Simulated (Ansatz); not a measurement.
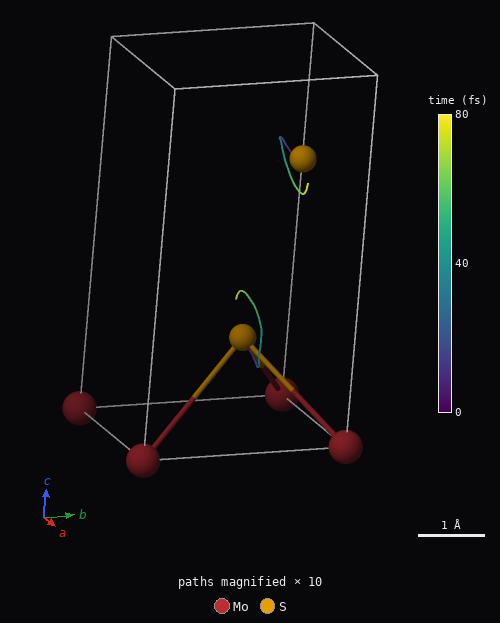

A Born-Oppenheimer molecular dynamics run of a 3-atom cell of MoS$_{2}$ (built on the measured structure type), 80 fs long. Lines trace each atom's path, coloured by time; spheres stand at the starting positions. The excursions are magnified 10 times. Seen slightly off an axis in the reduced simulation cell.

Theory: DFT, PBE, plane waves, PAW in Ansatz 0.2.0. Set-up: plane-wave cutoff 420 eV; k-point mesh 6 × 6 × 6; Fermi-Dirac smearing 0.02 eV; Langevin thermostat (NVT); set temperature 200 K; time step 2 fs.

**How do the atoms move?**

Root-mean-square distances from the starting positions over the second half, with the common drift of all atoms taken out: S 0.05 Å, Mo 0.02 Å. The run lasts only 80 fs, too short to tell vibration from diffusion.

Cost: 2 min on 4 threads of Arm Neoverse N1 (shared host), peak memory 0.49 GiB.
